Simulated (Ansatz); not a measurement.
Single-point calculation of AlNi

- system: AlNi (2 atoms in the cell)
- method: DFT PBEsol, scalar-relativistic, plane waves, PAW, no spin polarisation (Ansatz 0.2.0)

The structure derives from an entry of the Crystallography Open Database. Figures and captions count atoms from 1; the log counts them from 0 in places.

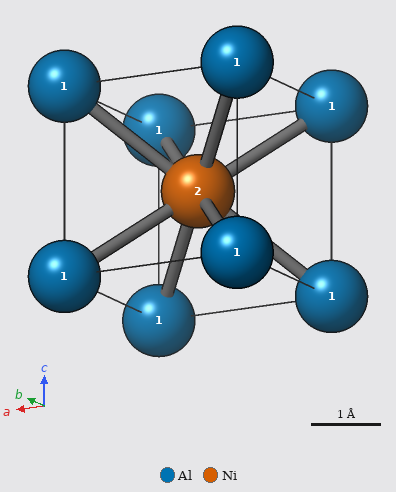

**Figure 1.** The structure as given in the input (ball-and-stick view of the cell of the calculation, seen at an oblique angle; atoms are numbered from 1 in the order of the input). An atom can appear more than once, as a periodic image.

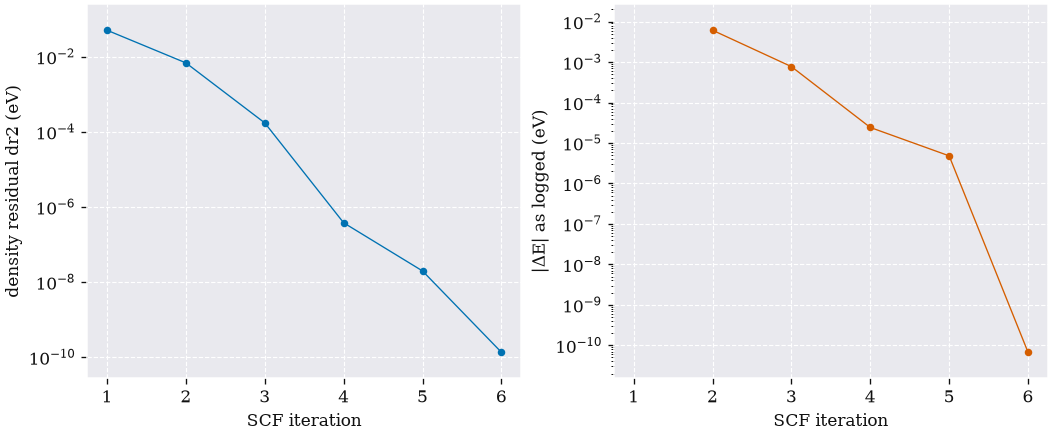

**Figure 2.** Convergence of the self-consistent field: density residual dr2 and size of the energy change against the SCF iteration. The residual falls at every step.

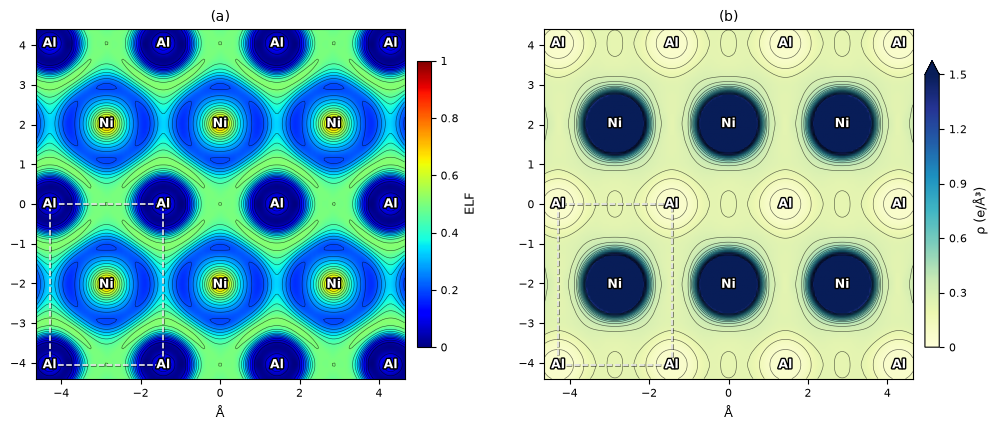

**Figure 3.** (a) ELF; (b) valence pseudo-density on the (110) plane of the conventional cell. Atoms in the plane: Al and Ni. Away from the nuclei the density in this plane falls to 0.22 e/Å³ at its lowest. The strong features right at Ni lie inside the PAW spheres (semicore, d or f shells) and say nothing about bonding. In a PAW calculation such maps are meaningful between the atoms, not at the nuclei.

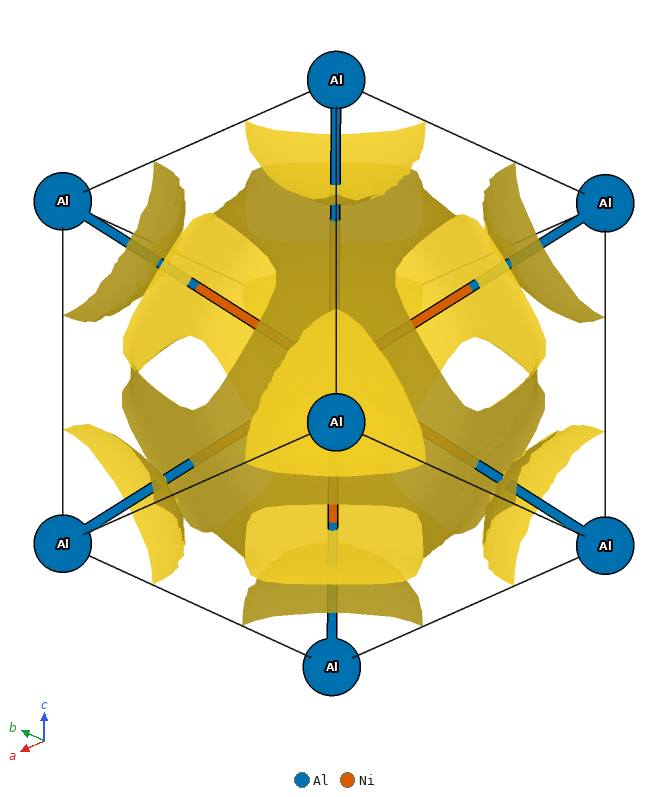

**Figure 4.** Isosurface of the electron localisation function at 0.45 (yellow), seen at an oblique angle. Only the valence region is drawn (cores and ρ < 0.01 e/Å³ removed). Sticks mark near contacts. The outline is the cell set on symmetry axes. Along the contacts the grid gives the following. Al–Ni (2.48 Å): the ELF is about 0.40 at the midpoint (metallic bonding.

The input that produced these results follows, with the program's output.

Input
```yaml
crystal:
  lattice:
    - [2.8621655516, 0.0, 0.0]
    - [0.0, 2.8621655516, 0.0]
    - [0.0, 0.0, 2.8621655516]
  atoms:
    - { symbol: Al, position: [0.0, 0.0, 0.0] }
    - { symbol: Ni, position: [0.5, 0.5, 0.5] }
basis:
  ecutwfc: 420
kpoints:
  mp_grid: { grid: [20, 20, 20] }
hamiltonian:
  xc: pbesol
scf:
  occupations: { method: gaussian, width: 0.15 }
output:
  forces: true
  stress: true
  eigenvalues: true
  write_density: true
  write_potential: true
  elf: true
  volumetric_format: npy
```

Run as:
```bash
ansatz run input.yaml --threads 1 --pin off --max-ram 2560MiB --backend cpu --events-out ev --progress --plain --runs-dir out
```

The program's output
```
Engine: ansatz 0.2.0, x86_64-unknown-linux-gnu
Pseudopotentials: kind: paw
Pseudopotential: Al, paw, valence charge 3, recommended cutoff 420 eV (normal), Al.paw.azcp
Pseudopotential: Ni, paw, valence charge 18, recommended cutoff 420 eV (normal), Ni.paw.azcp
Functional definition: PBEsol
  exchange = pbesol_x
  correlation = pbesol_c
Crystal: 2 atoms, lattice volume = 23.447 Å³
Basis set: ecut = 420 eV, 461 PW (Γ), exchange–correlation on 40×40×40 points (8 copies of the dense FFT grid, shifted against one another)
Bands: 15, of which v1, the nominal top of the filled ones, is band 11 counted from 1 (10 counted from 0)
Symmetry: 48 space group operations
Space group: Pm-3m (ITA 221), of the structure as read, at distance tolerance 2.9e-5 Å
k-points: 286 of 8000
Non-local potential: Al, projectors of the file, l = 0: 2, l = 1: 2, l = 2: 1
Non-local potential: Ni, projectors of the file, l = 0: 3, l = 1: 2, l = 2: 3, l = 3: 1
PAW form: soft (Blöchl's): semilocal exchange-correlation on the pseudo side does not see the compensation charge
PAW frozen core: Al, regenerated for the run's functional, and the local potential with it (the file was generated under x = pbe(κ = 0.804, μ = 0.2195149727645171), c = pbe(β = 0.06672455060314922))
PAW frozen core: Ni, regenerated for the run's functional, and the local potential with it (the file was generated under x = pbe(κ = 0.804, μ = 0.2195149727645171), c = pbe(β = 0.06672455060314922))
PAW one-centre angular grid: Al, 110 points (default); XC on 64 Gauss nodes
PAW one-centre angular grid: Ni, 590 points (default); XC on 64 Gauss nodes
Initial density: superposition of atomic densities (neutral atoms: chi_scale 0, normalization atom), corrected by the library's trained network
Initial wavefunctions: pseudopotential atomic-orbital guess
Functional: x = pbesol(κ = 0.804, μ = 0.12345679012345678), c = pbesol(β = 0.046)
SCF iter   1: F=—  HF=-6330.874593 eV  |F-HF|=—  |Δ(HF+E_count)|=         —  Δρ=1.93e-2  dr2=5.05e-2  ethr=1.77e-3  ⟨swp⟩=4.5  Hψ=19289  notcnv=0
preconditioner: auto → none  [metal: Δε(μ)=0.011 eV  Ē_g=9.764 eV  σ=0.150 eV  W_gap=0.04  n_scr=6 (ndim 8)  ℏωp=27.6 eV  f_vac=0.000  D(μ)=0.89/eV (n_scr^D=6)  sad-step TF]
SCF iter   2: F=—  HF=-6330.868471 eV  |F-HF|=—  |Δ(HF+E_count)|=   6.12e-3  Δρ=6.62e-3  dr2=6.82e-3  ethr=2.40e-4  ⟨swp⟩=1.7  Hψ=6928  notcnv=0  defer=20
SCF iter   3: F=—  HF=-6330.867699 eV  |F-HF|=—  |Δ(HF+E_count)|=   7.72e-4  Δρ=1.01e-3  dr2=1.72e-4  ethr=3.25e-5  ⟨swp⟩=1.0  Hψ=4217  notcnv=0  defer=26
SCF iter   4: F=—  HF=-6330.867675 eV  |F-HF|=—  |Δ(HF+E_count)|=   2.42e-5  Δρ=7.20e-5  dr2=3.77e-7  ethr=8.19e-7  ⟨swp⟩=1.4  Hψ=4606  notcnv=0  defer=26
SCF iter   5: F=—  HF=-6330.867680 eV  |F-HF|=—  |Δ(HF+E_count)|=   4.81e-6  Δρ=1.10e-5  dr2=1.97e-8  ethr=1.79e-9  ⟨swp⟩=2.0  Hψ=7048  notcnv=0  defer=26
SCF iter   6: F=-6330.867680 eV  HF=-6330.867680 eV  |F-HF|=1.24e-10  |Δ(HF+E_count)|=  6.73e-11  Δρ=8.30e-7  dr2=1.35e-10  ethr=9.37e-11  ⟨swp⟩=6.0  Hψ=22888  notcnv=0
SCF 1 converged in 6 iterations: F = -6330.867680 eV  dr2 = 1.35e-10
  greatest PAW one-centre occupation: 1.001 electrons in one spin orbital (limit 2), on the Ni atom at site 1 (counted from 0), in its partial waves of l = 1
SCF converged after 6 iterations
Free energy (F): -6330.867680 eV
Harris-Foulkes:  -6330.867680 eV  (|F-HF|=1.24e-10)
Internal energy: -6330.857849 eV  (E = F + TS)
E sigma→0 (E₀):  -6330.862764 eV
Entropy (-TS):   -0.009830 eV (-4.915 meV/atom)
Fermi energy:    14.187971 eV
--- Per-component energies (eV) ---
  E_band       = -331.583005
  E_kinetic    = 312.137844
  E_local      = -4418.805903  (includes V_loc(G=0)·N_el)
  E_nonlocal   = 648.674623
  E_hartree    = 1900.179904
  E_xc         = -125.916544
  E_vxc        = -141.153610  (∫ρ·V_xc dr)
  E_paw        = -2052.768253  (= ΣΔE_a)
  E_vpaw       = -532.797136  (= ΣTr[D̂ρ^β])
  E_aug_tail   = 0.000390  (compensation charges beyond the density's cutoff)
  E_ewald      = -2594.576338
  E_core_change = 0.216428  (= ΣΔE_core)
  E_smearing   = -0.009830  (= −TS)
  E_closure    = -0.000000  (closes the sum)
  Σ components = -6330.867680   (vs F -6330.867680, Δ=0.00e0)
--- Forces (eV/Å), atoms counted from 1 ---
  atom   1  Al    -0.00000000     0.00000000     0.00000000
  atom   2  Ni     0.00000000    -0.00000000    -0.00000000
  max |Σ_I F_I| component: 7.62e-29 eV/Å
--- Stress (GPa, compression-positive) ---
        0.022899       0.000000      -0.000000
        0.000000       0.022899       0.000000
        0.000000       0.000000       0.022899
  P = ⅓ Tr σ = 0.0229 GPa (0.229 kbar)
--- Band table (eV; the first three rows and the last of 286) ---
  k-point 0: bands = ["-88.8546", "-49.4026", "-49.4026", "-49.4026", "2.8893", "10.8497", "10.8497", "12.6172", "12.6172", "12.6172", "19.7445", "19.7445", "19.7445", "22.3691", "22.3691"]
  k-point 1: bands = ["-88.8546", "-49.4032", "-49.4025", "-49.4025", "2.9360", "10.8469", "10.8610", "12.5961", "12.5961", "12.6195", "19.1931", "19.8065", "19.8065", "22.3707", "22.8757"]
  k-point 2: bands = ["-88.8545", "-49.4050", "-49.4024", "-49.4024", "3.0760", "10.8327", "10.8941", "12.5360", "12.5360", "12.6260", "18.1260", "19.9896", "19.9896", "22.3756", "23.7925"]
  k-point 285: bands = ["-88.8499", "-49.4233", "-49.4233", "-49.4233", "9.9847", "9.9847", "9.9847", "13.1939", "13.1939", "16.1205", "16.1205", "16.1205", "18.0721", "18.7583", "18.7583"]
```

Summary

```csv
quantity,value
outcome,converged
space group (tolerance 0.01 Å),Pm-3m (221)
electrons treated,21
free energy,−6330.8677 eV
Fermi energy,14.188 eV
gap on the k-point mesh,none (metallic)
pressure,0.02 GPa
largest force (length of the vector),under 0.001 eV/Å
hardware,"1 thread of Intel Xeon @ 2.50GHz (Skylake/Cascade Lake), 189 GiB of memory available, shared host"
wall time,14 s
peak memory,0.4 GiB
```

Notes

The run has no spin polarisation, so a magnetic state may lie lower.
